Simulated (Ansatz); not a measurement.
**Residual resistivity of an alloy: Mo(100) with 4 layers of random Mo-Ta, 2x2**

How strongly does chemical disorder scatter in Mo(100) with 4 layers of random Mo-Ta, 2x2?

Main program and level: Ansatz 0.2.0; Ansatz plane-wave DFT, PBE, PAW files; ballistic transport by layer matching (Landauer), zero bias; PAW set soft_1.

### 1. Starting point

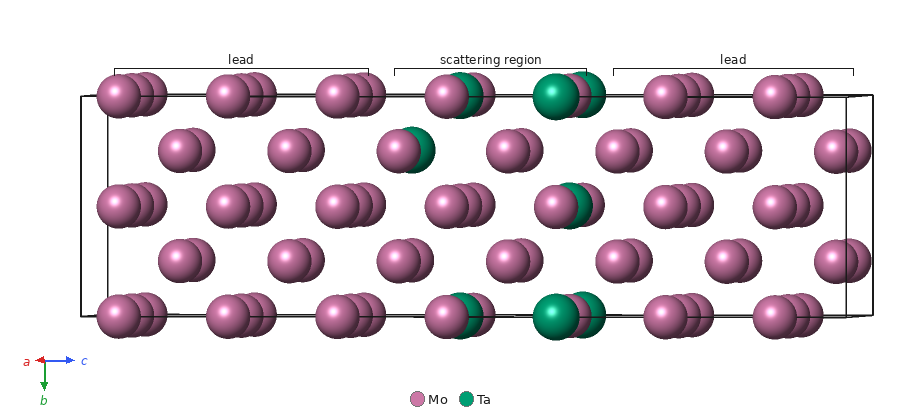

The starting structure, seen from the side, with the c axis across the page (molybdenum pink, tantalum teal). Some periodic images of atoms are drawn too.

The cell holds 56 atoms: 52 Mo and 4 Ta. Cell: a = 6.294 Å, b = 6.294 Å, c = 22.029 Å, α = 90.0°, β = 90.0°, γ = 90.0°. It derives from Mo. Regions: lead, 40 atoms (40 Mo); scattering region, 16 atoms (4 Ta and 12 Mo). The structure is stacked along c, and the current runs across the ab planes.

### 2. With 4 alloy layers

In 4 layers a share of 0.25 of the sites is given to Ta at random. The layers about the cell's end stay perfect and serve as the lead. Disorder leaves little or no symmetry, which makes such runs dear. Energies from -0.05 to 0.05 eV in steps of 0.05 eV are too few for the program's thermal sum, so it prints no conductance; for a metal the transmission near the Fermi level serves, at a fraction of the cost.

Input file input.yaml:

```yaml
crystal:
  lattice:
    - [6.294, 0.0, 0.0]
    - [0.0, 6.294, 0.0]
    - [0.0, 0.0, 22.029]
  atoms:
    - { symbol: Mo, position: [0.0, 0.0, 0.0357142857] }
    - { symbol: Mo, position: [0.0, 0.5, 0.0357142857] }
    - { symbol: Mo, position: [0.5, 0.0, 0.0357142857] }
    - { symbol: Mo, position: [0.5, 0.5, 0.0357142857] }
    - { symbol: Mo, position: [0.25, 0.25, 0.1071428571] }
    - { symbol: Mo, position: [0.25, 0.75, 0.1071428571] }
    - { symbol: Mo, position: [0.75, 0.25, 0.1071428571] }
    - { symbol: Mo, position: [0.75, 0.75, 0.1071428571] }
    - { symbol: Mo, position: [0.0, 0.0, 0.1785714286] }
    - { symbol: Mo, position: [0.0, 0.5, 0.1785714286] }
    - { symbol: Mo, position: [0.5, 0.0, 0.1785714286] }
    - { symbol: Mo, position: [0.5, 0.5, 0.1785714286] }
    - { symbol: Mo, position: [0.25, 0.25, 0.25] }
    - { symbol: Mo, position: [0.25, 0.75, 0.25] }
    - { symbol: Mo, position: [0.75, 0.25, 0.25] }
    - { symbol: Mo, position: [0.75, 0.75, 0.25] }
    - { symbol: Mo, position: [0.0, 0.0, 0.3214285714] }
    - { symbol: Mo, position: [0.0, 0.5, 0.3214285714] }
    - { symbol: Mo, position: [0.5, 0.0, 0.3214285714] }
    - { symbol: Mo, position: [0.5, 0.5, 0.3214285714] }
    - { symbol: Ta, position: [0.25, 0.25, 0.3928571429] }
    - { symbol: Mo, position: [0.25, 0.75, 0.3928571429] }
    - { symbol: Mo, position: [0.75, 0.25, 0.3928571429] }
    - { symbol: Mo, position: [0.75, 0.75, 0.3928571429] }
    - { symbol: Mo, position: [0.0, 0.0, 0.4642857143] }
    - { symbol: Mo, position: [0.0, 0.5, 0.4642857143] }
    - { symbol: Ta, position: [0.5, 0.0, 0.4642857143] }
    - { symbol: Mo, position: [0.5, 0.5, 0.4642857143] }
    - { symbol: Mo, position: [0.25, 0.25, 0.5357142857] }
    - { symbol: Mo, position: [0.25, 0.75, 0.5357142857] }
    - { symbol: Mo, position: [0.75, 0.25, 0.5357142857] }
    - { symbol: Mo, position: [0.75, 0.75, 0.5357142857] }
    - { symbol: Ta, position: [0.0, 0.0, 0.6071428571] }
    - { symbol: Mo, position: [0.0, 0.5, 0.6071428571] }
    - { symbol: Mo, position: [0.5, 0.0, 0.6071428571] }
    - { symbol: Ta, position: [0.5, 0.5, 0.6071428571] }
    - { symbol: Mo, position: [0.25, 0.25, 0.6785714286] }
    - { symbol: Mo, position: [0.25, 0.75, 0.6785714286] }
    - { symbol: Mo, position: [0.75, 0.25, 0.6785714286] }
    - { symbol: Mo, position: [0.75, 0.75, 0.6785714286] }
    - { symbol: Mo, position: [0.0, 0.0, 0.75] }
    - { symbol: Mo, position: [0.0, 0.5, 0.75] }
    - { symbol: Mo, position: [0.5, 0.0, 0.75] }
    - { symbol: Mo, position: [0.5, 0.5, 0.75] }
    - { symbol: Mo, position: [0.25, 0.25, 0.8214285714] }
    - { symbol: Mo, position: [0.25, 0.75, 0.8214285714] }
    - { symbol: Mo, position: [0.75, 0.25, 0.8214285714] }
    - { symbol: Mo, position: [0.75, 0.75, 0.8214285714] }
    - { symbol: Mo, position: [0.0, 0.0, 0.8928571429] }
    - { symbol: Mo, position: [0.0, 0.5, 0.8928571429] }
    - { symbol: Mo, position: [0.5, 0.0, 0.8928571429] }
    - { symbol: Mo, position: [0.5, 0.5, 0.8928571429] }
    - { symbol: Mo, position: [0.25, 0.25, 0.9642857143] }
    - { symbol: Mo, position: [0.25, 0.75, 0.9642857143] }
    - { symbol: Mo, position: [0.75, 0.25, 0.9642857143] }
    - { symbol: Mo, position: [0.75, 0.75, 0.9642857143] }
kpoints:
  mp_grid: { grid: [4, 4, 1] }
hamiltonian:
  xc: pbe
  pseudopotentials: { kind: paw, azcp: { folder: soft_1 } }
scf:
  occupations: { method: fermi_dirac, width: 0.1 }
output:
  transmission: { leads: [[0, 4]], kmesh: [8, 8], e_range: [-0.05, 0.05], de: 0.05 }
  write_potential: true
  write_density: true
  volumetric_format: npy
```

The run is started by

```console
$ ansatz run input.yaml --threads 4 --pin off --max-ram 15360MiB --backend cpu --events-out ev --progress --plain --runs-dir out
```

Numbers of over 12 decimals in the logs are rounded to 6 here.

What it wrote:

```text
Engine: ansatz 0.2.0, x86_64-unknown-linux-gnu
Pseudopotentials: kind: paw
Pseudopotential: Mo, paw, valence charge 14, recommended cutoff 420 eV (normal), soft_1/Mo.paw.azcp
Pseudopotential: Ta, paw, valence charge 13, recommended cutoff 420 eV (normal), soft_1/Ta.paw.azcp
Functional definition: PBE
  parameter kappa = 0.804
  parameter beta = 0.066725
  exchange = pbe_x(kappa = kappa, mu = beta*pi^2/3)
  correlation = pbe_c(beta = beta)
Crystal: 56 atoms, lattice volume = 872.666 Å³
Basis set: ecut = 420 eV, 17109 PW (Γ)
Bands: 468, of which v1, the nominal top of the filled ones, is band 390 counted from 1 (389 counted from 0)
Symmetry: 2 space group operations
Space group: Cm (ITA 8), of the structure as read, at distance tolerance 9.6e-5 Å
k-points: 7 of 16 (time reversal used)
Non-local potential: Mo, projectors of the file, l = 0: 3, l = 1: 2, l = 2: 2, l = 3: 1
Non-local potential: Ta, projectors of the file, l = 0: 3, l = 1: 2, l = 2: 2, l = 3: 1
PAW form: soft (Blöchl's): semilocal exchange-correlation on the pseudo side does not see the compensation charge
PAW one-centre angular grid: Mo, 590 points (default); XC on 64 Gauss nodes
PAW one-centre angular grid: Ta, 590 points (default); XC on 64 Gauss nodes
Initial density: superposition of atomic densities (chi_scale 0.1, normalization cell, long waves of neutral atoms (reshape's long-wave potential 4.41 eV rms, cloud 3.24 Å wide))
Initial wavefunctions: pseudopotential atomic-orbital guess
Functional: x = pbe(κ = 0.804, μ = 0.219515), c = pbe(β = 0.066725)
SCF iter   1: F=—  HF=-297512.359094 eV  |F-HF|=—  |Δ(HF+E_count)|=         —  Δρ=1.32e-1  dr2=6.78e2  ethr=3.10e-3  ⟨swp⟩=4.3  Hψ=12218  notcnv=0
preconditioner: auto → Kerker (q_TF=auto, 2.678 Å⁻¹)  [metal: Δε(μ)=0.010 eV  Ē_g=4.747 eV  σ=0.100 eV  W_gap=0.02  n_scr=286 (ndim 8)  ℏωp=22.9 eV  f_vac=0.000  D(μ)=28.01/eV (n_scr^D=220)]
SCF iter   2: F=—  HF=-297467.348784 eV  |F-HF|=—  |Δ(HF+E_count)|=    4.50e1  Δρ=7.24e-2  dr2=2.60e2  ethr=3.10e-3  ⟨swp⟩=3.0  Hψ=6632  notcnv=0
SCF iter   3: F=—  HF=-297449.887024 eV  |F-HF|=—  |Δ(HF+E_count)|=    1.75e1  Δρ=9.72e-3  dr2=7.00e0  ethr=3.10e-3  ⟨swp⟩=2.7  Hψ=6627  notcnv=0
SCF iter   4: F=—  HF=-297449.690471 eV  |F-HF|=—  |Δ(HF+E_count)|=   1.97e-1  Δρ=1.64e-3  dr2=5.48e-1  ethr=8.97e-4  ⟨swp⟩=2.0  Hψ=4153  notcnv=0
SCF iter   5: F=—  HF=-297449.685122 eV  |F-HF|=—  |Δ(HF+E_count)|=   5.35e-3  Δρ=6.55e-4  dr2=4.15e-2  ethr=7.03e-5  ⟨swp⟩=1.0  Hψ=3276  notcnv=0
SCF iter   6: F=—  HF=-297449.684245 eV  |F-HF|=—  |Δ(HF+E_count)|=   8.78e-4  Δρ=1.97e-4  dr2=8.98e-4  ethr=5.33e-6  ⟨swp⟩=1.0  Hψ=3276  notcnv=0
SCF iter   7: F=—  HF=-297449.684219 eV  |F-HF|=—  |Δ(HF+E_count)|=   2.58e-5  Δρ=3.02e-5  dr2=1.43e-5  ethr=1.15e-7  ⟨swp⟩=2.0  Hψ=3811  notcnv=0
SCF iter   8: F=—  HF=-297449.683285 eV  |F-HF|=—  |Δ(HF+E_count)|=   9.34e-4  Δρ=6.32e-6  dr2=9.49e-7  ethr=1.83e-9  ⟨swp⟩=2.0  Hψ=4686  notcnv=0
SCF iter   9: F=—  HF=-297449.683285 eV  |F-HF|=—  |Δ(HF+E_count)|=   8.27e-8  Δρ=1.26e-6  dr2=1.31e-7  ethr=1.28e-11  ⟨swp⟩=8.0  Hψ=9685  notcnv=0
SCF iter  10: F=-297449.683285 eV  HF=-297449.683285 eV  |F-HF|=4.31e-9  |Δ(HF+E_count)|=   5.01e-9  Δρ=3.21e-7  dr2=4.83e-9  ethr=1.28e-11  ⟨swp⟩=2.0  Hψ=6005  notcnv=0
SCF 1 converged in 10 iterations: F = -297449.683285 eV  dr2 = 4.83e-9
  greatest PAW one-centre occupation: 0.999 electrons in one spin orbital (limit 2), on the Ta atom at site 35 (counted from 0), in its partial waves of l = 0
transmission: 90 of 882 steps passed
transmission: 177 of 882 steps passed
[...]
transmission: 882 of 882 steps passed
SCF converged after 10 iterations
Free energy (F): -297449.683285 eV
Harris-Foulkes:  -297449.683285 eV  (|F-HF|=4.31e-9)
Internal energy: -297448.514429 eV  (E = F + TS)
E sigma→0 (E₀):  -297449.098857 eV
Entropy (-TS):   -1.168856 eV (-20.872 meV/atom)
Fermi energy:    21.240052 eV
--- Per-component energies (eV) ---
  E_band       = -3061.749835
  E_kinetic    = 23570.843010
  E_local      = -41883.914954  (includes V_loc(G=0)·N_el)
  E_nonlocal   = 7659.105007
  E_hartree    = 14351.901960
  E_xc         = -10470.142247
  E_vxc        = -12387.878303  (∫ρ·V_xc dr)
  E_paw        = -200235.589684  (= ΣΔE_a)
  E_vpaw       = -8723.711748  (= ΣTr[D̂ρ^β])
  E_aug_tail   = 0.002834  (compensation charges beyond the density's cutoff)
  E_ewald      = -90440.720355
  E_smearing   = -1.168856  (= −TS)
  E_closure    = -0.000000  (closes the sum)
  Σ components = -297449.683285   (vs F -297449.683285, Δ=0.00e0)
--- Band table (eV; the first three rows and the last of 7) ---
  k-point 0: bands = [... 386 lower, 21.2284, 21.2314, 21.2878, 21.2990, 21.3047, 21.3087, 21.3686, 21.3944, ... 74 higher]
  k-point 1: bands = [... 386 lower, 21.2674, 21.3121, 21.3371, 21.3537, 21.3888, 21.4000, 21.4140, 21.4310, ... 74 higher]
  k-point 2: bands = [... 386 lower, 20.6017, 20.6280, 21.3471, 21.3777, 21.4243, 21.4451, 21.4458, 21.4775, ... 74 higher]
  k-point 6: bands = [... 386 lower, 19.7772, 19.8367, 20.5160, 20.5595, 20.5670, 20.6071, 21.5588, 21.6086, ... 74 higher]
--- Transmission ---
  basis      : 349 plane waves across, 42 finite elements along
  points     : 21, standing for a mesh of 8 x 8
  energies   : 3 from -0.050000 to 0.050000 eV about the Fermi level, 0.050000 eV apart; the leads are filled to 0.000000 eV, and channels, transmission and decay are at 0.000000 eV
  crystal 0  : Mo4, at the sites [0, 4], period 1.5735 Å, over 15.73 Å; its Hamiltonian steps by up to 6.9 meV
    offset         : up to 0.0000 Å between an atom of the period and one for which it stands
    channels       : 6.781250e0 a spin
    conductance    : none, the energies end too early or step too widely for 300 K: set another output.transmission.e_range or a lower de, or, where they end at an eighth of basis.ecutwfc, a higher one
    slowest decay  : 0.0518 /Å at (0.5000, 0.3750)
  junction   : crystal 0 to crystal 0, 0.70 to 21.15 Å
    transmission   : 5.126829e0 a spin
    conductance    : none, the energies end too early or step too widely for 300 K: set another output.transmission.e_range or a lower de, or, where they end at an eighth of basis.ecutwfc, a higher one
```

Elapsed: 4.4 min, on 4 threads of AMD EPYC 9R14 (Zen 4), shared host; peak memory 7.4 GiB.

This step gave:

| Property | Result |
| --- | --- |
| free energy | -297449.6833 eV |
| energy at zero smearing | -297449.0989 eV |
| Fermi energy | 21.24 eV |
| cell area | 39.61 Å² |
| transmission per spin nearest the Fermi level | 5.127 |
| open channels per spin nearest the Fermi level | 6.781 |
| step of the lead's potential | 6.9 meV |

Per spin. Transmission, zone mean against energy, zero at the Fermi level:

```
energy (eV)  transmission, zone mean
    -0.0500                     5.06
     0.0000                     5.13
     0.0500                     5.21
```

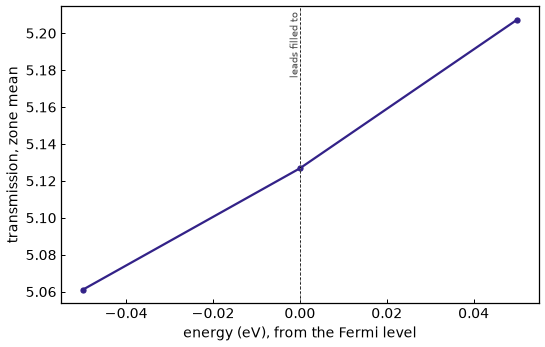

Transmission, zone mean against energy.

Per spin. The open channels, zone mean, lead by energy, zero at the Fermi level:

```csv
energy (eV),"open channels, zone mean, lead"
-0.0500,6.59
0.0000,6.78
0.0500,6.91
```

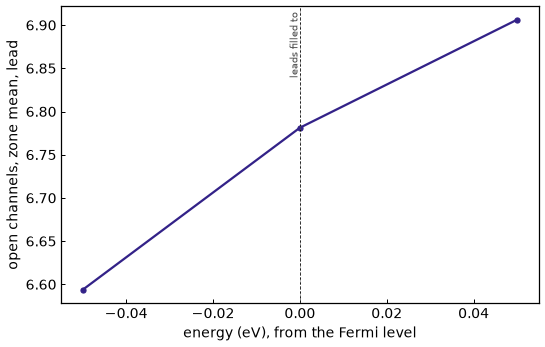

Open channels, zone mean, lead against energy.

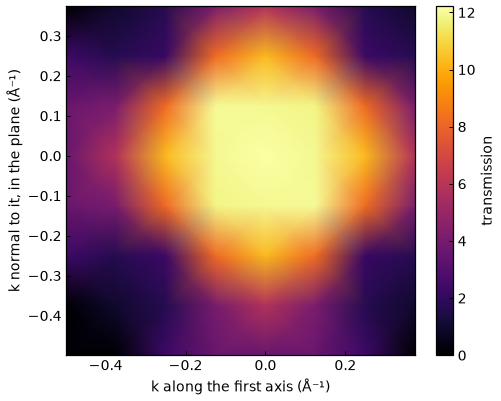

Transmission over k1 and k2. At 0.0000 eV from the Fermi level.

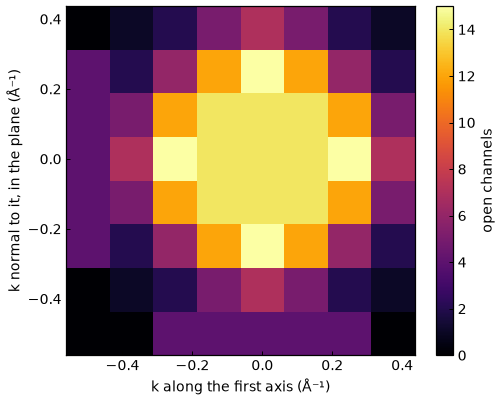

Open channels over k1 and k2. At 0.0000 eV from the Fermi level.

Over the solved energies the transmission per spin lies between 5.06 and 5.21, out of 6.76 channels of the lead on average (up to 6.91).

[end of part 1 of 2]

[Logs are printed without paths, hosts, clocks, repeated set-up lines and the standing remarks that a program may print on its own settings, such as how far it seeks lower states.]

[Hosts, paths, dates, database ids (printed as entryN), source tags and the programs' standing remarks are cut or masked in the printed files.]
